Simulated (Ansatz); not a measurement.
TaN: single-point calculation

- system: TaN (P6₃/mmc, 4 atoms in the cell)
- method: DFT PBEsol, scalar-relativistic, plane waves, PAW, spin-polarised (Ansatz 0.2.0)

The structure derives from an entry of the Crystallography Open Database.

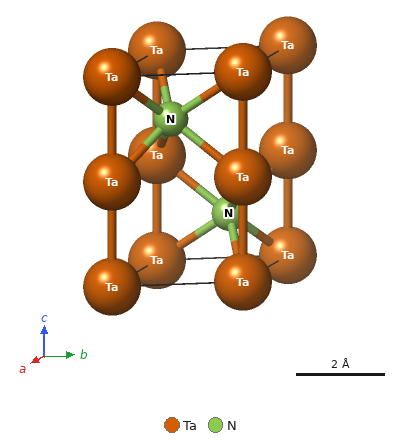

*The structure (ball-and-stick view of the cell of the calculation, seen slightly off an axis). An atom can appear more than once, as a periodic image.*

Near neighbours in the periodic cell (some may lie outside the picture): Ta has 6 N at 2.15 Å and 2 Ta at 2.46 Å; N has 6 Ta at 2.15 Å.

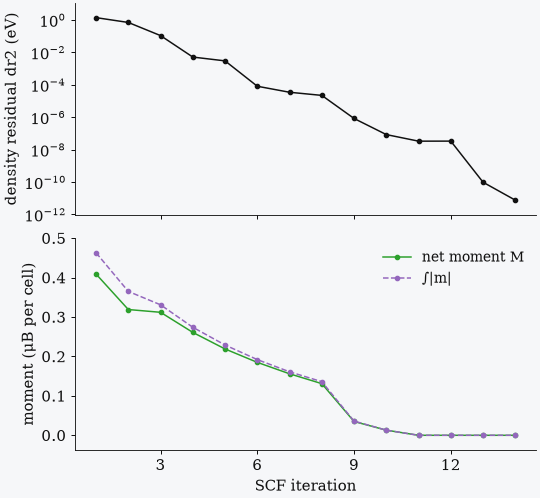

*Convergence of the self-consistent field: density residual dr2 and magnetic moment against the SCF iteration.*

The residual falls almost steadily, with no more than small rises. The net moment goes from 0.4 to 0.0 μB per cell, and ∫|m| falls to zero.

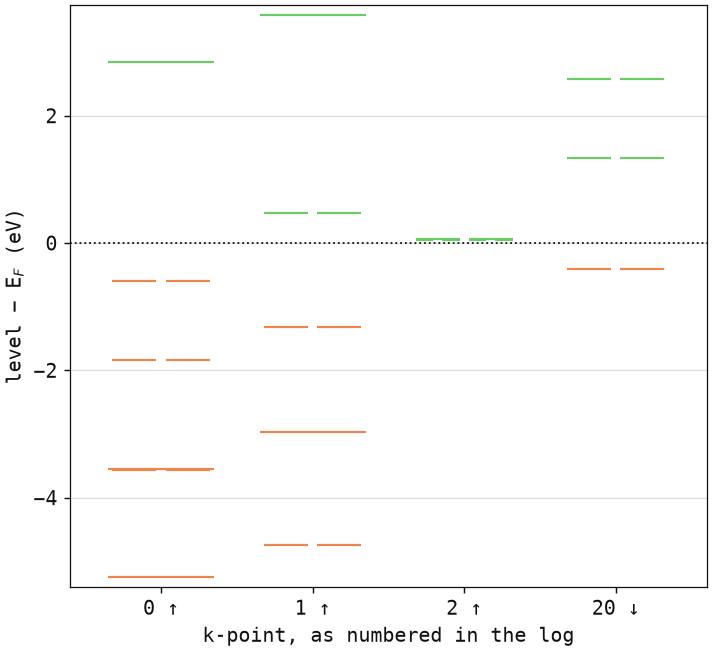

*Kohn–Sham levels near the Fermi level (dotted) at the few k-points that the log prints; levels within 0.02 eV of each other stand side by side.*

The system is metallic on the full mesh.

The input that produced these results follows, with the program's output.

Input
```yaml
crystal:
  lattice:
    - [3.0480019786, 0.0, 0.0]
    - [-1.5240009893, 2.6396471442, 0.0]
    - [0.0, 0.0, 4.918]
  atoms:
    - { symbol: Ta, position: [0.0, 0.0, 0.0], spin: 1.0 }
    - { symbol: Ta, position: [0.0, 0.0, 0.5], spin: 1.0 }
    - { symbol: "N", position: [0.3333333333, 0.6666666667, 0.25] }
    - { symbol: "N", position: [0.6666666667, 0.3333333333, 0.75] }
basis:
  ecutwfc: 420
kpoints:
  mp_grid: { grid: [6, 6, 4] }
hamiltonian:
  xc: pbesol
scf:
  occupations: { method: gaussian, width: 0.1 }
  lower_state_search: "off"
output:
  forces: true
  stress: true
  eigenvalues: true
  populations: true
magnetization:
  spin_polarized: true
```

Launch command:
```bash
ansatz run input.yaml --threads 2 --pin off --max-ram 5120MiB --backend cpu --events-out ev --progress --plain --runs-dir out
```

What the program printed
```
Engine: ansatz 0.2.0, x86_64-unknown-linux-gnu
Pseudopotentials: kind: paw
Pseudopotential: Ta, paw, valence charge 13, recommended cutoff 420 eV (normal), Ta.paw.azcp
Pseudopotential: N, paw, valence charge 5, recommended cutoff 420 eV (normal), N.paw.azcp
Functional definition: PBEsol
  exchange = pbesol_x
  correlation = pbesol_c
Crystal: 4 atoms, lattice volume = 39.569 Å³
Basis set: ecut = 420 eV, 785 PW (Γ), exchange–correlation on 48×48×72 points (8 copies of the dense FFT grid, shifted against one another)
Bands: 23, of which v1, the nominal top of the filled ones, is band 18 counted from 1 (17 counted from 0)
Symmetry: 24 space group operations
Space group: P63/mmc (ITA 194), of the structure as read, at distance tolerance 3.4e-5 Å
Magnetic group: BNS 194.263 (UNI 1493), of the structure as read, at distance tolerance 3.4e-5 Å
k-points: 21 of 144
Non-local potential: Ta, projectors of the file, l = 0: 3, l = 1: 2, l = 2: 2, l = 3: 1
Non-local potential: N, projectors of the file, l = 0: 2, l = 1: 2, l = 2: 1
PAW form: soft (Blöchl's): semilocal exchange-correlation on the pseudo side does not see the compensation charge
PAW frozen core: Ta, regenerated for the run's functional, and the local potential with it (the file was generated under x = pbe(κ = 0.804, μ = 0.2195149727645171), c = pbe(β = 0.06672455060314922))
PAW frozen core: N, regenerated for the run's functional, and the local potential with it (the file was generated under x = pbe(κ = 0.804, μ = 0.2195149727645171), c = pbe(β = 0.06672455060314922))
PAW one-centre angular grid: Ta, 590 points (default); XC on 64 Gauss nodes
PAW one-centre angular grid: N, 110 points (default); XC on 64 Gauss nodes
Initial density: superposition of atomic densities (chi_scale 0.1, normalization cell, long waves kept (reshape's long-wave potential 0.00 eV rms))
Starting moments: Σ|m| = 2 μB on 2 of 4 sites
Initial wavefunctions: pseudopotential atomic-orbital guess
Functional: x = pbesol(κ = 0.804, μ = 0.12345679012345678), c = pbesol(β = 0.046)
SCF iter   1: F=—  HF=-20372.092808 eV  |F-HF|=—  |Δ(HF+E_count)|=         —  Δρ=5.33e-2 (↑4.62e-2 ↓5.33e-2)  dr2=1.36e0  dr2_m=5.65e-1  M=0.409 μB ∫|m|=0.463 μB  β_m=0.30  ethr=3.10e-3  ⟨swp⟩=5.6  Hψ=4419  notcnv=0
preconditioner: auto → Kerker (q_TF=auto, 2.686 Å⁻¹)  [metal: Δε(μ)=0.028 eV  Ē_g=10.745 eV  σ=0.100 eV  W_gap=0.16  n_scr=10 (ndim 8)  ℏωp=26.4 eV  f_vac=0.000  D(μ)=3.13/eV (n_scr^D=34)]
spin=Collinear: Kerker preconditioning applied to the charge; magnetization (m = ρ↑ − ρ↓) channel mixes plain (no charge-response kernel on spin).
SCF iter   2: F=—  HF=-20372.042438 eV  |F-HF|=—  |Δ(HF+E_count)|=   5.04e-2  Δρ=3.96e-2 (↑3.31e-2 ↓3.96e-2)  dr2=6.86e-1  dr2_m=3.04e-1  M=0.319 μB ∫|m|=0.365 μB  β_m=0.30  ethr=3.10e-3  ⟨swp⟩=1.1  Hψ=1305  notcnv=0
SCF iter   3: F=—  HF=-20371.958377 eV  |F-HF|=—  |Δ(HF+E_count)|=   8.41e-2  Δρ=2.49e-2 (↑1.97e-2 ↓2.49e-2)  dr2=1.06e-1  dr2_m=1.53e-1  M=0.312 μB ∫|m|=0.331 μB  β_m=0.30  ethr=1.91e-3  ⟨swp⟩=2.1  Hψ=1475  notcnv=0  defer=10
SCF iter   4: F=—  HF=-20371.953456 eV  |F-HF|=—  |Δ(HF+E_count)|=   4.92e-3  Δρ=1.54e-2 (↑1.52e-2 ↓1.54e-2)  dr2=5.04e-3  dr2_m=8.32e-2  M=0.261 μB ∫|m|=0.274 μB  β_m=0.30  ethr=2.94e-4  ⟨swp⟩=2.6  Hψ=1841  notcnv=0  defer=24
SCF iter   5: F=—  HF=-20371.969113 eV  |F-HF|=—  |Δ(HF+E_count)|=   1.57e-2  Δρ=1.14e-2 (↑1.14e-2 ↓1.14e-2)  dr2=2.93e-3  dr2_m=4.59e-2  M=0.219 μB ∫|m|=0.229 μB  β_m=0.30  ethr=1.40e-5  ⟨swp⟩=1.3  Hψ=1247  notcnv=0  defer=25
SCF iter   6: F=—  HF=-20371.978809 eV  |F-HF|=—  |Δ(HF+E_count)|=   9.70e-3  Δρ=8.41e-3 (↑8.38e-3 ↓8.41e-3)  dr2=7.98e-5  dr2_m=2.55e-2  M=0.185 μB ∫|m|=0.192 μB  β_m=0.30  ethr=8.13e-6  ⟨swp⟩=2.6  Hψ=1594  notcnv=0  defer=25
SCF iter   7: F=—  HF=-20371.984138 eV  |F-HF|=—  |Δ(HF+E_count)|=   5.33e-3  Δρ=6.33e-3 (↑6.33e-3 ↓6.30e-3)  dr2=3.40e-5  dr2_m=1.45e-2  M=0.156 μB ∫|m|=0.161 μB  β_m=0.30  ethr=2.22e-7  ⟨swp⟩=2.4  Hψ=1612  notcnv=0  defer=25
Mixer restart at iter 7: flushing history
spin-set hold released at iteration 7 (site moments contracting): the magnetisation degrees of freedom join the quasi-Newton model from the next iteration; the mixer history was flushed
SCF iter   8: F=—  HF=-20371.987366 eV  |F-HF|=—  |Δ(HF+E_count)|=   3.23e-3  Δρ=4.81e-3 (↑4.81e-3 ↓4.79e-3)  dr2=2.18e-5  dr2_m=8.34e-3  M=0.131 μB ∫|m|=0.136 μB  β_m=0.65  ethr=9.44e-8  ⟨swp⟩=2.5  Hψ=1845  notcnv=0  defer=25
SCF iter   9: F=—  HF=-20371.992918 eV  |F-HF|=—  |Δ(HF+E_count)|=   5.55e-3  Δρ=6.13e-4 (↑6.13e-4 ↓6.08e-4)  dr2=8.22e-7  dr2_m=1.35e-4  M=0.035 μB ∫|m|=0.036 μB  β_m=0.82  ethr=6.05e-8  ⟨swp⟩=3.0  Hψ=2128  notcnv=0  defer=25
SCF iter  10: F=—  HF=-20371.993207 eV  |F-HF|=—  |Δ(HF+E_count)|=   2.89e-4  Δρ=2.19e-4 (↑2.19e-4 ↓2.17e-4)  dr2=8.35e-8  dr2_m=1.72e-5  M=0.013 μB ∫|m|=0.013 μB  β_m=0.91  ethr=2.28e-9  ⟨swp⟩=3.0  Hψ=2412  notcnv=0  defer=25
SCF iter  11: F=—  HF=-20371.993252 eV  |F-HF|=—  |Δ(HF+E_count)|=   4.47e-5  Δρ=1.23e-5 (↑1.23e-5 ↓8.45e-6)  dr2=3.28e-8  dr2_m=3.19e-8  M=0.000 μB ∫|m|=0.000 μB  β_m=0.96  ethr=2.32e-10  ⟨swp⟩=4.2  Hψ=2896  notcnv=0  defer=25
iter 12 did not close the SCF: its close was put off for a magnetic moment that had not settled (scf_convergence_deferred on its scf_iter line)
SCF iter  12: F=-20371.993252 eV  HF=-20371.993252 eV  |F-HF|=2.75e-8  |Δ(HF+E_count)|=   6.13e-8  Δρ=6.28e-6 (↑3.68e-6 ↓6.28e-6)  dr2=3.30e-8  dr2_m=1.50e-9  M=0.000 μB ∫|m|=0.000 μB  β_m=0.82  ethr=9.12e-11  ⟨swp⟩=5.0  Hψ=3948  notcnv=0
iter 13 did not close the SCF: its close was put off for a magnetic moment that had not settled (scf_convergence_deferred on its scf_iter line)
SCF iter  13: F=-20371.993252 eV  HF=-20371.993252 eV  |F-HF|=1.46e-10  |Δ(HF+E_count)|=   6.18e-9  Δρ=8.38e-7 (↑8.38e-7 ↓8.14e-7)  dr2=9.63e-11  dr2_m=2.27e-10  M=-0.000 μB ∫|m|=0.000 μB  β_m=0.91  ethr=9.12e-11  ⟨swp⟩=2.0  Hψ=2897  notcnv=0
SCF iter  14: F=-20371.993252 eV  HF=-20371.993252 eV  |F-HF|=3.64e-12  |Δ(HF+E_count)|=  2.18e-10  Δρ=1.64e-7 (↑1.64e-7 ↓1.39e-7)  dr2=7.54e-12  dr2_m=6.63e-12  M=-0.000 μB ∫|m|=0.000 μB  ethr=1.00e-12  ⟨swp⟩=1.0  Hψ=2577  notcnv=0
WARN: the starting moments were not kept: the SCF closed with an absolute magnetisation of 4.1e-6 μB, where they sum to 2 μB in size (2 sites). That is at most 0.1 of that sum. Measured as dr2_m measures the in/out step, that magnetisation stands 1.6e-12 eV from none, at or under the dr2_threshold of 1.0e-7 eV: it is no larger than a step whose dr2_m would equal this threshold. The system may hold no moment; this SCF shows only that its start led to no more than that. To try another start: raise the starting moments (crystal.atoms[].spin, magnetization.per_species, magnetization.initial_magnetization, or on a non-collinear deck that types none of these the spinor_matrix: blocks that start its atoms; where the total moment is fixed, keep their sum and leave initial_magnetization as it is; typed ones take the place of any that the run laid by itself, positive ones on a crystal's lanthanoids without a Hubbard term where scf.initial_density.shell_occupations: [] is typed) or, if the notice of its spin-set hold's release reads "site moments contracting" or "site moments show no strong build", lengthen the hold (scf.mixing.spin_hold: { on: { confirm: 4 } }; for m-r²SCAN on two components see the key's manual first). Each may lead to a state that holds a moment. A second SCF, from the converged charge density, with the starting moments and any scf.initial_density.shell_occupations laid on it anew, would have followed, and was not run: the deck does not ask for one (magnetization.retry_lost_moments is false, the default). To let it run, set magnetization.retry_lost_moments: true and run the deck again, where that key's refused combinations let it; where memory then withholds it, that run's warning says so.
SCF 1 converged in 14 iterations: F = -20371.993252 eV  dr2 = 7.54e-12
  greatest PAW one-centre occupation: 1.000 electrons in one spin orbital (limit 2), on the Ta atom at site 1 (counted from 0), in its partial waves of l = 0
SCF converged after 14 iterations
Magnetization: -0.0000 μB (18.0000 up, 18.0000 down)
Absolute magnetization: 0.0000 μB (∫|ρ↑−ρ↓|, with the PAW one-centre terms)
Spin contamination: 0.0000 ħ² per cell (⟨S²⟩ above its minimum at these occupations)
Per-site moments (μB) at R_I (Å): [(-5.301361670058221e-7, 0.8855254118781838), (-5.30136167016304e-7, 0.885525411878184), (4.637744023938215e-7, 0.885525411878184), (4.637744023378944e-7, 0.8855254118781838)]
Free energy (F): -20371.993252 eV
Harris-Foulkes:  -20371.993252 eV  (|F-HF|=3.64e-12)
Internal energy: -20371.979288 eV  (E = F + TS)
E sigma→0 (E₀):  -20371.986270 eV
Entropy (-TS):   -0.013964 eV (-3.491 meV/atom)
Fermi energy:    22.733481 eV
--- Per-component energies (eV) ---
  E_band       = -38.289326
  E_kinetic    = 1019.948086
  E_local      = -1153.315117  (includes V_loc(G=0)·N_el)
  E_nonlocal   = 130.734531
  E_hartree    = 404.331629
  E_xc         = -561.174749
  E_vxc        = -570.299842  (∫ρ·V_xc dr)
  E_paw        = -16794.362684  (= ΣΔE_a)
  E_vpaw       = -274.020784  (= ΣTr[D̂ρ^β])
  E_aug_tail   = 0.000525  (compensation charges beyond the density's cutoff)
  E_ewald      = -3418.625000
  E_core_change = 0.483491  (= ΣΔE_core)
  E_smearing   = -0.013964  (= −TS)
  E_closure    = 0.000000  (closes the sum)
  Σ components = -20371.993252   (vs F -20371.993252, Δ=0.00e0)
--- Forces (eV/Å), atoms counted from 1 ---
  atom   1  Ta    -0.00000000    -0.00000000    -0.00000000
  atom   2  Ta    -0.00000000     0.00000000     0.00000000
  atom   3  N      0.00000000    -0.00000000     0.00000000
  atom   4  N     -0.00000000     0.00000000     0.00000000
  max |Σ_I F_I| component: 5.55e-17 eV/Å
--- Stress (GPa, compression-positive) ---
       20.018184       0.000000       0.000000
       -0.000000      20.018184       0.000000
        0.000000       0.000000     104.976551
  P = ⅓ Tr σ = 48.3376 GPa (483.376 kbar)
--- Band table (eV; the first three rows and the last of 42) ---
  k-point 0 ↑: bands = ["-46.0276", "-45.7205", "-14.3426", "-12.4607", "-12.4607", "-12.0821", "-12.0821", "-11.2739", "3.8585", "7.2827", "12.6322", "14.8772", "14.8772", "17.4782", "19.1598", "19.1598", "19.1837", "20.8973", "20.8973", "22.1355", "22.1355", "25.5739", "27.0545"]
  k-point 1 ↑: bands = ["-45.9833", "-45.7662", "-13.9546", "-12.4074", "-12.4074", "-12.1397", "-12.1397", "-11.8010", "4.2953", "6.6086", "13.5434", "15.2755", "15.2755", "17.1699", "17.9909", "17.9909", "19.7578", "21.4207", "21.4207", "23.2013", "23.2013", "26.3172", "26.5282"]
  k-point 2 ↑: bands = ["-45.8755", "-45.8755", "-12.9451", "-12.9451", "-12.2756", "-12.2756", "-12.2756", "-12.2756", "5.3608", "5.3608", "15.4227", "15.4227", "16.3912", "16.3912", "16.3912", "16.3912", "22.7792", "22.7792", "22.7792", "22.7792", "22.8004", "22.8004", "27.4029"]
  k-point 20 ↓: bands = ["-45.8169", "-45.8169", "-12.8719", "-12.8719", "-12.8304", "-12.8304", "-12.7380", "-12.7380", "6.2137", "6.2137", "14.3879", "14.3879", "15.9137", "15.9137", "16.6387", "16.6387", "22.3285", "22.3285", "24.0759", "24.0759", "25.3100", "25.3100", "27.7809"]
--- Löwdin populations: 4 sites ---
  site symbol       q [e]    m [muB]
     0     Ta     12.2817    -0.0000
     1     Ta     12.2817    -0.0000
     2      N      5.6462     0.0000
     3      N      5.6462     0.0000
  spilling = 0.004009 (of n_electrons = 36.000000)
```

File populations.tsv
```
# site	symbol	l	j	q_up	q_dn
# orbitals = lowdin
# n_electrons = 36.000000
# spilling = 0.004009
0	Ta	0_5S	-	0.964178	0.964178
0	Ta	0_6S	-	0.246462	0.246462
0	Ta	1_5P	-	2.984594	2.984594
0	Ta	2_5D	-	1.945603	1.945605
1	Ta	0_5S	-	0.964178	0.964178
1	Ta	0_6S	-	0.246462	0.246462
1	Ta	1_5P	-	2.984594	2.984594
1	Ta	2_5D	-	1.945603	1.945605
2	N	0_2S	-	0.715566	0.715566
2	N	1_2P	-	2.107516	2.107516
3	N	0_2S	-	0.715566	0.715566
3	N	1_2P	-	2.107516	2.107516
```

Results in brief

| quantity | value |
| --- | --- |
| outcome | converged |
| space group (tolerance 0.01 Å) | P6₃/mmc (194) |
| electrons treated | 36 |
| free energy | −20371.9933 eV |
| Fermi energy | 22.733 eV |
| gap on the k-point mesh | none (metallic) |
| net moment of the cell | 0.00 μB |
| integrated absolute moment | 0.00 μB |
| pressure | 48.34 GPa |
| largest force (length of the vector) | under 0.001 eV/Å |
| hardware | 2 threads of Intel Xeon @ 2.50GHz (Skylake/Cascade Lake), 32 GiB of memory available, shared host |
| wall time | 3.1 s (CPU time 5.5 s) |
| peak memory | 0.38 GiB |

Remarks

Warnings of the run: some starting moments were not kept. Spin–orbit coupling is left out, which matters for Ta.
